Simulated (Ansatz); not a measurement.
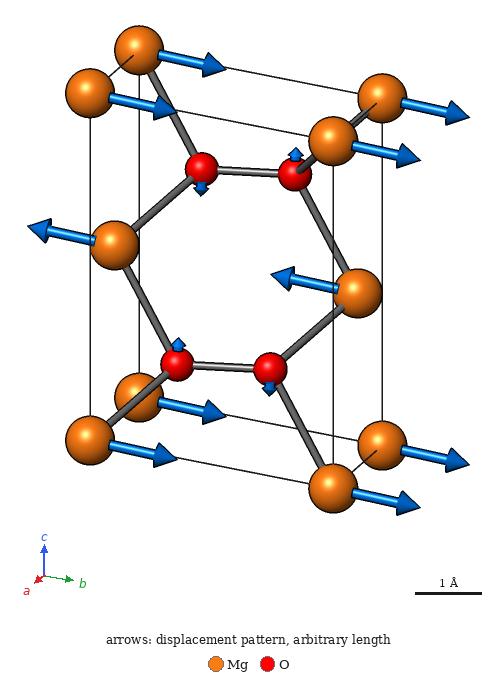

Phonons of a crystal of MgO₂, at the zone centre of a doubled cell. The levels lie at 171, 252, 290, 303, 307, 308, 386, 419 (×2), 426, 450, 455, 486, 954, 971 cm⁻¹. One mode is drawn. The blue arrows give the relative displacements of the atoms. A ball-and-stick model of the cell of the calculation, seen slightly off an axis.

The calculation used DFT r2SCAN, scalar-relativistic, plane waves, PAW (Ansatz). Settings: plane-wave cutoff 500 eV; k-point mesh 8 × 8 × 4; occupations gaussian; smearing width 0.05 eV; no spin polarisation.

Frequencies are those without the non-analytic (LO–TO) term.

Which of these frequencies is the drawn mode's?

Answer. The level at 252 cm⁻¹. This is a non-degenerate mode, level 2 of 14, counted from below (the three translations aside). Atoms of one kind move against one another, with no net shift of any sublattice; it mainly bends the Mg–O, O–O bonds; the kinetic energy is shared as Mg 95 %, O 5 %. It changes sign from one half of the doubled cell to the other: it belongs to the zone boundary, q = (0, 0, 1/2) in the reciprocal vectors of the undoubled cell.
